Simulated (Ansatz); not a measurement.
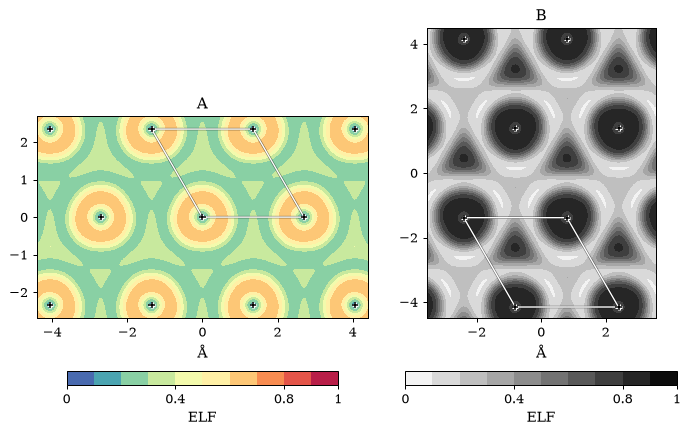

The electron localisation function of 2 systems, each on a plane through atoms (crosses mark nuclei in the plane).

Theory: Kohn-Sham DFT of a periodic cell, r2SCAN50, Ansatz PAW (Ansatz).

System 1: Ru, the (001) plane of the conventional cell. Space group P6₃/mmc; computed pressure about −24 GPa in this cell.

```
Ru
1.0
     2.70580    0.00000    0.00000
    -1.35290    2.34329    0.00000
     0.00000    0.00000    4.28190
Ru
2
Direct
  0.66667 0.33333 0.75000
  0.33333 0.66667 0.25000
```

System 2: Hf, the (001) plane of the conventional cell. Space group P6₃/mmc; computed pressure about 2 GPa in this cell.

```cif
data_structure
_symmetry_space_group_name_H-M 'P 1'
_symmetry_Int_Tables_number 1
_cell_length_a 3.1967
_cell_length_b 3.1967
_cell_length_c 5.0578
_cell_angle_alpha 90.000
_cell_angle_beta 90.000
_cell_angle_gamma 120.000
_cell_volume 44.76
loop_
_atom_site_label
_atom_site_type_symbol
_atom_site_fract_x
_atom_site_fract_y
_atom_site_fract_z
_atom_site_occupancy
Hf1 Hf 0.66667 0.33333 0.75000 1
Hf2 Hf 0.33333 0.66667 0.25000 1
```

Which map belongs to which system?

Answer. Panel A is system 1, Ru: the plane holds Ru. Ru–Ru (2.71 Å): the ELF is about 0.30 at the midpoint. Panel B is system 2, Hf: the plane holds Hf. Hf–Hf (3.20 Å): the ELF is about 0.30 at the midpoint.
